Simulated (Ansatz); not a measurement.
# Run report: TiO2, geometry relaxation (part 3 of 3)

TiO2 (slab, 12 atoms in the cell); DFT PBEsol, scalar-relativistic, plane waves, PAW, no spin polarisation (Ansatz 0.2.0); cutoff 420 eV, 9×6×1 k-mesh, Gaussian smearing of 0.05 eV. The structure derives from an entry of the Crystallography Open Database. The input holds or restrains some coordinates. Forces given for the steps count only the free coordinates. It belongs to a series of runs on one base structure; here: clean slab, lower half held.

Geometry of the input (Å; fractional positions):
```
2.9390  0.0000  0.0000
0.0000  4.5912  0.0000
0.0000  0.0000  25.6826
O  0.5000  0.1956  0.3310
Ti 0.0000  0.0000  0.3659
O  0.5000  0.8044  0.4009
O  0.0000  0.3044  0.4203
Ti 0.5000  0.5000  0.4553
O  0.0000  0.6956  0.4903
O  0.5000  0.1956  0.5097
Ti 0.0000  0.0000  0.5447
O  0.5000  0.8044  0.5797
O  0.0000  0.3044  0.5991
Ti 0.5000  0.5000  0.6341
O  0.0000  0.6956  0.6690
```

Output, continued:
```
  k-point 0: bands = ["-58.0079", "-57.9825", "-57.7754", "-57.5073", "-34.4323", "-34.4200", "-34.3268", "-34.3127", "-34.2386", "-34.2325", "-34.2181", "-34.0974", "-34.0367", "-33.8878", "-33.8859", "-33.6779", "-19.4518", "-18.9208", "-18.3631", "-18.3016", "-17.9767", "-17.7287", "-17.2445", "-16.7890", "-7.0064", "-6.6928", "-6.1789", "-5.9993", "-5.8419", "-5.3862", "-5.2235", "-5.0989", "-4.8200", "-4.8011", "-4.4677", "-4.3192", "-3.6539", "-3.4039", "-3.2773", "-3.0252", "-2.8887", "-2.6884", "-2.6867", "-2.4698", "-2.0888", "-1.9679", "-1.8742", "-1.6944", "0.6123", "0.8346", "1.2345", "1.2615", "1.3201", "1.4551", "1.4835", "1.8443", "2.2766", "2.3096", "2.5356", "2.6993"]
  k-point 1: bands = ["-58.0077", "-57.9827", "-57.7754", "-57.5073", "-34.4340", "-34.4221", "-34.3266", "-34.3127", "-34.2377", "-34.2319", "-34.2189", "-34.0971", "-34.0364", "-33.8878", "-33.8860", "-33.6779", "-19.3783", "-18.9083", "-18.3849", "-18.3218", "-17.9959", "-17.7554", "-17.2526", "-16.7957", "-6.9674", "-6.7147", "-6.0782", "-5.9504", "-5.8204", "-5.3941", "-5.2324", "-5.0427", "-4.8217", "-4.8102", "-4.4167", "-4.2374", "-3.6838", "-3.3691", "-3.3156", "-3.0621", "-2.9304", "-2.8015", "-2.6333", "-2.5241", "-2.2599", "-1.9908", "-1.9730", "-1.8228", "0.6504", "0.7948", "1.2434", "1.3207", "1.3929", "1.4567", "1.5012", "1.9383", "2.2687", "2.2748", "2.5581", "2.7256"]
  k-point 2: bands = ["-58.0073", "-57.9830", "-57.7755", "-57.5073", "-34.4373", "-34.4259", "-34.3265", "-34.3127", "-34.2355", "-34.2308", "-34.2208", "-34.0965", "-34.0357", "-33.8878", "-33.8861", "-33.6780", "-19.1889", "-18.8806", "-18.4696", "-18.3872", "-18.0433", "-17.7762", "-17.2705", "-16.8096", "-6.9198", "-6.7512", "-6.0177", "-5.8932", "-5.4492", "-5.4108", "-5.2504", "-4.8352", "-4.8153", "-4.8037", "-4.3510", "-4.1537", "-3.7905", "-3.5075", "-3.3124", "-3.2456", "-3.0155", "-2.9463", "-2.6977", "-2.5848", "-2.4286", "-2.1652", "-2.0332", "-2.0171", "0.6756", "0.7589", "1.2573", "1.3566", "1.4219", "1.5227", "1.7739", "2.0982", "2.1703", "2.3005", "2.5569", "2.7246"]
  k-point 19: bands = ["-57.9630", "-57.9390", "-57.7320", "-57.4606", "-34.7157", "-34.7036", "-34.3779", "-34.2998", "-34.2946", "-34.2852", "-34.2766", "-34.2062", "-34.1944", "-33.9946", "-33.9936", "-33.7852", "-18.5811", "-18.3821", "-18.1952", "-18.0343", "-17.9635", "-17.7343", "-17.2728", "-16.7261", "-6.4684", "-6.4381", "-6.1449", "-6.0201", "-5.6666", "-5.5634", "-5.4157", "-5.2388", "-4.7987", "-4.6684", "-4.2802", "-4.1884", "-3.9621", "-3.8297", "-3.4142", "-3.3378", "-3.0646", "-2.8041", "-2.7471", "-2.4607", "-2.4219", "-2.3434", "-2.2596", "-2.0154", "0.7621", "0.8169", "1.2470", "1.6812", "1.7631", "1.8128", "2.0549", "2.0932", "2.1634", "2.2354", "2.4070", "2.5792"]
--- Relaxed structure (8 steps of the walk, 8 accepted, 0 SCFs on fresh bases) ---
  F+E_penalty+E_count = -14397.13910313 eV   max|allowed force component| = 7.868e-3 eV/Å
  atoms:
    - { symbol: O, position: [0.5, 0.19556125699999996, 0.3309632245] }
    - { symbol: Ti, position: [0.0, 0.0, 0.36592346009999993] }
    - { symbol: O, position: [0.5, 0.8044387429999998, 0.4008836957] }
    - { symbol: O, position: [0.0, 0.30443874299999996, 0.4203475845] }
    - { symbol: Ti, position: [0.5, 0.49999999999999994, 0.45530782] }
    - { symbol: O, position: [0.0, 0.6955612569999999, 0.4902680556] }
    - { symbol: O, position: [0.5, 0.1927912847682045, 0.5112034946599846] }
    - { symbol: Ti, position: [0.0, 0.010397477198535057, 0.5460019985942242] }
    - { symbol: O, position: [0.5, 0.7861443087268843, 0.5797695739666304] }
    - { symbol: O, position: [0.0, 0.26399028665024865, 0.6023536663593662] }
    - { symbol: Ti, position: [0.5, 0.5218187157171515, 0.6331841422013214] }
    - { symbol: O, position: [0.0, 0.6278350122166437, 0.6715123318119031] }
```

Trajectory as extended XYZ (Å, eV, eV/Å), 8 frames, from step=1 to step=8:
```
12
Lattice="2.9390 0.0000 0.0000 0.0000 4.5912 0.0000 0.0000 0.0000 25.6826" Properties=species:S:1:pos:R:3:forces:R:3 step=1 energy=-14396.47043
O     1.4695    0.8979    8.5000    0.0000  -2.2741   1.0182
Ti    0.0000    0.0000    9.3979    0.0000   3.8367  -0.5433
O     1.4695    3.6934   10.2957    0.0000  -1.1018  -0.0484
O     0.0000    1.3978   10.7956    0.0000  -0.4918  -0.3713
Ti    1.4695    2.2956   11.6935    0.0000   0.1724  -0.0371
O     0.0000    3.1935   12.5914    0.0000  -0.1405  -0.1359
O     1.4695    0.8979   13.0912    0.0000  -0.1404   0.1359
Ti    0.0000    0.0000   13.9891    0.0000   0.1724   0.0370
O     1.4695    3.6934   14.8870    0.0000  -0.4918   0.3714
O     0.0000    1.3978   15.3869    0.0000  -1.1017   0.0485
Ti    1.4695    2.2956   16.2847    0.0000   3.8367   0.5432
O     0.0000    3.1935   17.1826    0.0000  -2.2741  -1.0182
12
Lattice="2.9390 0.0000 0.0000 0.0000 4.5912 0.0000 0.0000 0.0000 25.6826" Properties=species:S:1:pos:R:3:forces:R:3 step=2 energy=-14396.86978
O     1.4695    0.8979    8.5000    0.0000  -2.2736   1.0184
Ti    0.0000    0.0000    9.3979    0.0000   3.8341  -0.5453
O     1.4695    3.6934   10.2957    0.0000  -1.1049  -0.0443
O     0.0000    1.3978   10.7956    0.0000  -0.5087  -0.3655
Ti    1.4695    2.2956   11.6935    0.0000   0.1951  -0.0098
O     0.0000    3.1935   12.5914    0.0000  -0.1797  -0.1536
O     1.4695    0.9001   13.0991    0.0000  -0.0637   0.0712
Ti    0.0000    0.0022   13.9913    0.0000   0.6128   0.2255
O     1.4695    3.6966   14.8795    0.0000  -0.6459   0.5259
O     0.0000    1.3437   15.4411    0.0000  -1.0492  -0.4442
Ti    1.4695    2.3480   16.2711    0.0000   2.3487   0.6407
O     0.0000    3.0380   17.2507    0.0000  -1.1667  -0.9184
12
Lattice="2.9390 0.0000 0.0000 0.0000 4.5912 0.0000 0.0000 0.0000 25.6826" Properties=species:S:1:pos:R:3:forces:R:3 step=3 energy=-14397.04442
O     1.4695    0.8979    8.5000    0.0000  -2.2817   1.0303
Ti    0.0000    0.0000    9.3979    0.0000   3.8289  -0.5410
O     1.4695    3.6934   10.2957    0.0000  -1.1857   0.0005
O     0.0000    1.3978   10.7956    0.0000  -0.6822  -0.2828
Ti    1.4695    2.2956   11.6935    0.0000   0.6044   0.5133
O     0.0000    3.1935   12.5914    0.0000  -0.2666  -0.0376
O     1.4695    0.9025   13.2106    0.0000   0.0320  -0.4888
Ti    0.0000    0.0464   14.0838    0.0000   0.3279  -0.2595
O     1.4695    3.6933   14.9978    0.0000  -0.7103   0.3030
O     0.0000    1.2954   15.4778    0.0000   0.1889   0.6249
Ti    1.4695    2.4129   16.3609    0.0000   0.7036  -0.6105
O     0.0000    2.9816   17.3265    0.0000  -0.5574  -0.2537
12
Lattice="2.9390 0.0000 0.0000 0.0000 4.5912 0.0000 0.0000 0.0000 25.6826" Properties=species:S:1:pos:R:3:forces:R:3 step=4 energy=-14397.11603
O     1.4695    0.8979    8.5000    0.0000  -2.2785   1.0249
Ti    0.0000    0.0000    9.3979    0.0000   3.8355  -0.5465
O     1.4695    3.6934   10.2957    0.0000  -1.1463  -0.0265
O     0.0000    1.3978   10.7956    0.0000  -0.6066  -0.3582
Ti    1.4695    2.2956   11.6935    0.0000   0.6248   0.0545
O     0.0000    3.1935   12.5914    0.0000  -0.3820  -0.2701
O     1.4695    0.8946   13.1209    0.0000  -0.0655  -0.0532
Ti    0.0000    0.0546   14.0055    0.0000   0.0016   0.1585
O     1.4695    3.6232   14.8958    0.0000   0.4461  -0.6188
O     0.0000    1.2265   15.4358    0.0000  -0.2875  -0.2818
Ti    1.4695    2.3988   16.2130    0.0000  -0.3576   0.6782
O     0.0000    2.8509   17.2027    0.0000   0.2153   0.2437
12
Lattice="2.9390 0.0000 0.0000 0.0000 4.5912 0.0000 0.0000 0.0000 25.6826" Properties=species:S:1:pos:R:3:forces:R:3 step=5 energy=-14397.12939
O     1.4695    0.8979    8.5000    0.0000  -2.2789   1.0243
Ti    0.0000    0.0000    9.3979    0.0000   3.8362  -0.5408
O     1.4695    3.6934   10.2957    0.0000  -1.1478  -0.0313
O     0.0000    1.3978   10.7956    0.0000  -0.5924  -0.3658
Ti    1.4695    2.2956   11.6935    0.0000   0.6726  -0.0070
O     0.0000    3.1935   12.5914    0.0000  -0.3474  -0.1937
O     1.4695    0.8832   13.1050    0.0000  -0.1206   0.2791
Ti    0.0000    0.0576   14.0212    0.0000  -0.0472  -0.4934
O     1.4695    3.6100   14.8636    0.0000  -0.0979   0.3579
O     0.0000    1.2267   15.4531    0.0000   0.1683   0.3071
Ti    1.4695    2.4173   16.2613    0.0000  -0.0620  -0.3854
O     0.0000    2.9044   17.2399    0.0000   0.0176   0.0476
12
Lattice="2.9390 0.0000 0.0000 0.0000 4.5912 0.0000 0.0000 0.0000 25.6826" Properties=species:S:1:pos:R:3:forces:R:3 step=6 energy=-14397.13898
O     1.4695    0.8979    8.5000    0.0000  -2.2802   1.0264
Ti    0.0000    0.0000    9.3979    0.0000   3.8364  -0.5438
O     1.4695    3.6934   10.2957    0.0000  -1.1586  -0.0198
O     0.0000    1.3978   10.7956    0.0000  -0.6077  -0.3495
Ti    1.4695    2.2956   11.6935    0.0000   0.5968   0.1293
O     0.0000    3.1935   12.5914    0.0000  -0.4051  -0.2510
O     1.4695    0.8831   13.1266    0.0000   0.0051   0.0082
Ti    0.0000    0.0461   14.0213    0.0000   0.0187   0.0383
O     1.4695    3.6105   14.8930    0.0000  -0.0115  -0.0198
O     0.0000    1.2111   15.4693    0.0000   0.0057  -0.0018
Ti    1.4695    2.3942   16.2631    0.0000   0.0052  -0.0063
O     0.0000    2.8798   17.2485    0.0000  -0.0033  -0.0104
12
Lattice="2.9390 0.0000 0.0000 0.0000 4.5912 0.0000 0.0000 0.0000 25.6826" Properties=species:S:1:pos:R:3:forces:R:3 step=7 energy=-14397.13898
O     1.4695    0.8979    8.5000    0.0000  -2.2802   1.0262
Ti    0.0000    0.0000    9.3979    0.0000   3.8365  -0.5434
O     1.4695    3.6934   10.2957    0.0000  -1.1585  -0.0200
O     0.0000    1.3978   10.7956    0.0000  -0.6078  -0.3496
Ti    1.4695    2.2956   11.6935    0.0000   0.5968   0.1293
O     0.0000    3.1935   12.5914    0.0000  -0.4048  -0.2506
O     1.4695    0.8831   13.1266    0.0000   0.0047   0.0086
Ti    0.0000    0.0461   14.0213    0.0000   0.0185   0.0373
O     1.4695    3.6105   14.8930    0.0000  -0.0124  -0.0192
O     0.0000    1.2111   15.4693    0.0000   0.0064  -0.0011
Ti    1.4695    2.3942   16.2631    0.0000   0.0042  -0.0072
O     0.0000    2.8798   17.2485    0.0000  -0.0033  -0.0102
12
Lattice="2.9390 0.0000 0.0000 0.0000 4.5912 0.0000 0.0000 0.0000 25.6826" Properties=species:S:1:pos:R:3:forces:R:3 step=8 energy=-14397.13910
O     1.4695    0.8979    8.5000    0.0000  -2.2801   1.0263
Ti    0.0000    0.0000    9.3979    0.0000   3.8358  -0.5435
O     1.4695    3.6934   10.2957    0.0000  -1.1582  -0.0204
O     0.0000    1.3978   10.7956    0.0000  -0.6116  -0.3471
Ti    1.4695    2.2956   11.6935    0.0000   0.6101   0.1335
O     0.0000    3.1935   12.5914    0.0000  -0.3945  -0.2515
O     1.4695    0.8852   13.1290    0.0000  -0.0020   0.0002
Ti    0.0000    0.0477   14.0228    0.0000   0.0046  -0.0021
O     1.4695    3.6094   14.8900    0.0000  -0.0050  -0.0007
O     0.0000    1.2120   15.4700    0.0000  -0.0026   0.0079
Ti    1.4695    2.3958   16.2618    0.0000   0.0011  -0.0029
O     0.0000    2.8825   17.2462    0.0000   0.0025   0.0005
```

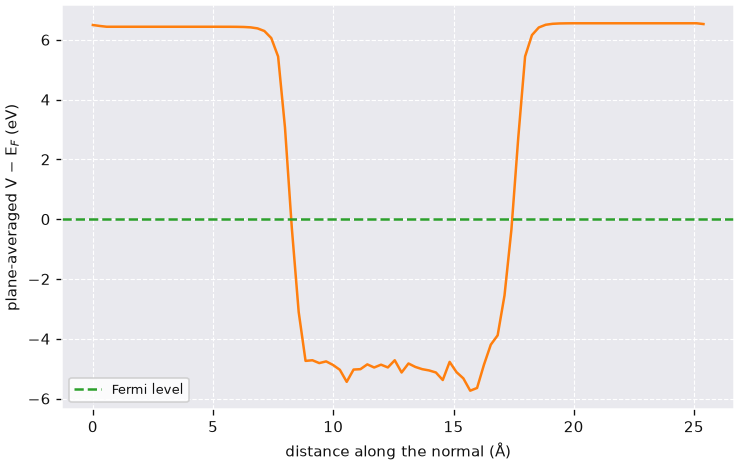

Plane average of the electrostatic potential energy of an electron across the cell, from the Fermi level. The vacuum level lies 6.55 eV above the Fermi level on the upper side and 6.44 eV on the lower.

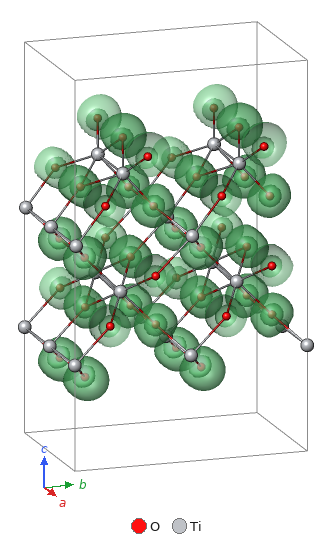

Isosurface of the ELF at 0.75 (green), seen slightly off an axis. Only the valence region is drawn (cores and ρ < 0.01 e/Å³ removed). Sticks mark near contacts. Along the contacts the grid gives the following. Ti–O (1.83 Å): the ELF is about 0.25 at the midpoint. Ti–Ti (2.94 Å): the ELF is about 0.10 at the midpoint. In a PAW calculation such maps are meaningful between the atoms, not at the nuclei.

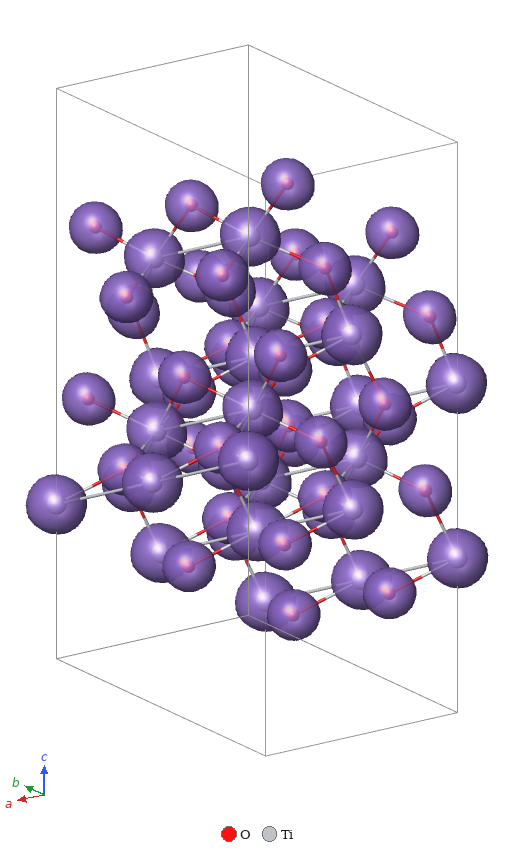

Isosurface of the valence pseudo-density at 1.5 e/Å³ (purple), seen at an oblique angle. Sticks mark near contacts. At this value the density breaks into separate islands; it holds about 65 % of the electrons treated as valence (semicore included). It is pinched off along the Ti–O (1.83 Å), Ti–Ti (2.94 Å), Ti–O (1.91 Å) and Ti–O (1.98 Å) contacts. On the grid the lowest density along these lines, outside the cores, is 0.97 e/Å³ (Ti–O, 1.83 Å), 0.25 e/Å³ (Ti–Ti, 2.94 Å), 0.8 e/Å³ (Ti–O, 1.91 Å) and 0.68 e/Å³ (Ti–O, 1.98 Å).

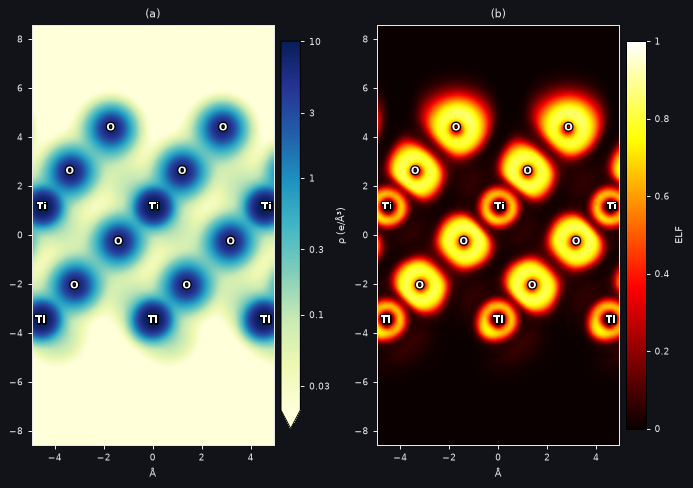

(a) valence pseudo-density; (b) ELF on the (100) plane of the calculation cell, a cut from vacuum to vacuum. Atoms in the plane: Ti and O. Ti–O (1.86 Å): ρ at the midpoint is about 0.93 e/Å³; the ELF is about 0.25 at the midpoint. Ti–O (1.98 Å): ρ at the midpoint is about 0.67 e/Å³; the ELF is about 0.25 at the midpoint. Ti–O (2.03 Å): the density is about 0.57 e/Å³ at the midpoint; the ELF is about 0.15 at the midpoint. The density dies away to nearly zero in the vacuum. The strong features right at Ti lie inside the PAW spheres (semicore, d or f shells) and say nothing about bonding.

Summary:

| quantity | value |
| --- | --- |
| outcome | converged under the restraints of the input |
| electrons treated | 96 |
| free energy | −14397.1391 eV |
| work function, top face | 6.55 eV |
| work function, bottom face | 6.44 eV |
| Fermi energy | −0.541 eV |
| gap on the k-point mesh | 2.31 eV |
| final volume | 346.55 Å³ |
| work function (upper face) | 6.55 eV |
| largest force (length of the vector) at the end, held atoms and coordinates included | 3.874 eV/Å |
| hardware | 2 threads of Arm Neoverse V1, 24 GiB of memory available, shared host |
| wall time | 3.9 min (CPU time 7.7 min) |
| peak memory | 0.72 GiB |

Remarks:

The program warns: the exchange-correlation potential is rough where the density is thin.
